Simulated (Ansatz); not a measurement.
Structure data:

```xyz
8
Lattice="4.2021 0.0000 0.0000 0.0000 4.2021 0.0000 0.0000 0.0000 4.2021" Properties=species:S:1:pos:R:3 pbc="T T T"
Al    0.0000    0.0000    0.0000
N     1.0505    1.0505    1.0505
Al    0.0000    2.1011    2.1011
N     1.0505    3.1516    3.1516
Al    2.1011    0.0000    2.1011
N     3.1516    1.0505    3.1516
Al    2.1011    2.1011    0.0000
N     3.1516    3.1516    1.0505
```

Q: Say what kind of structure these coordinates give.

A: The solid is AlN. It is face-centred cubic, space group F-43m (No. 216). Prototype: zinc blende (sphalerite type). Counting shared atoms by their share gives 4 Al, 4 N, or 8 atoms. The coordination shell of Al holds four N in a tetrahedral arrangement at 1.82 Å. N is linked to four Al in a tetrahedral arrangement at 1.82 Å. The bonds build a three-dimensional framework.

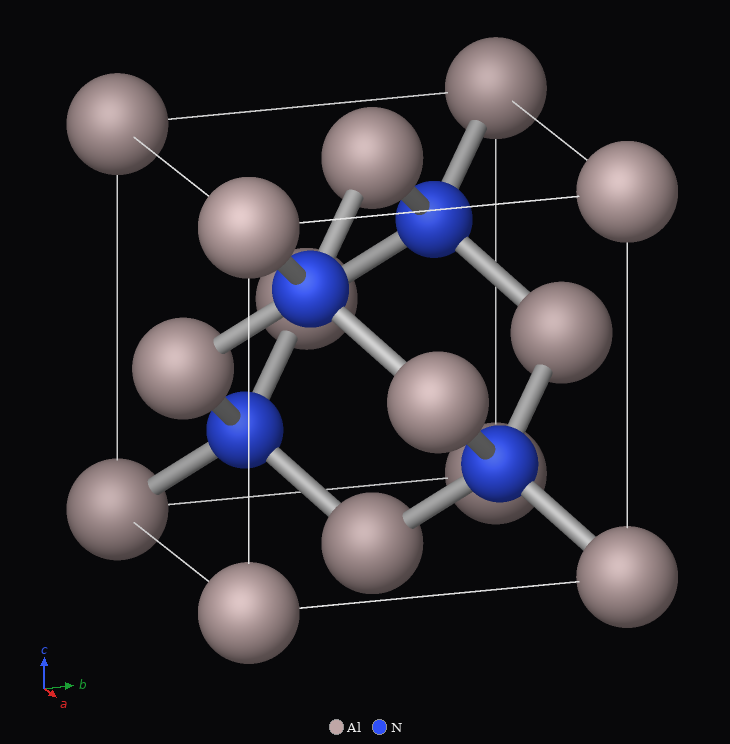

Crystal structure, ball-and-stick style, seen slightly off an axis. The conventional unit cell is drawn as a box.

Provenance: a structure listed in the Materials Project. It was relaxed with DFT LDA, scalar-relativistic, plane waves, PAW (Ansatz) under a constraint or pressure on the cell, so some stress remains.

At this level of theory the cell isn't at rest (compressed, at 25 GPa), so its distances can differ from those at equilibrium, the more so the softer the solid.
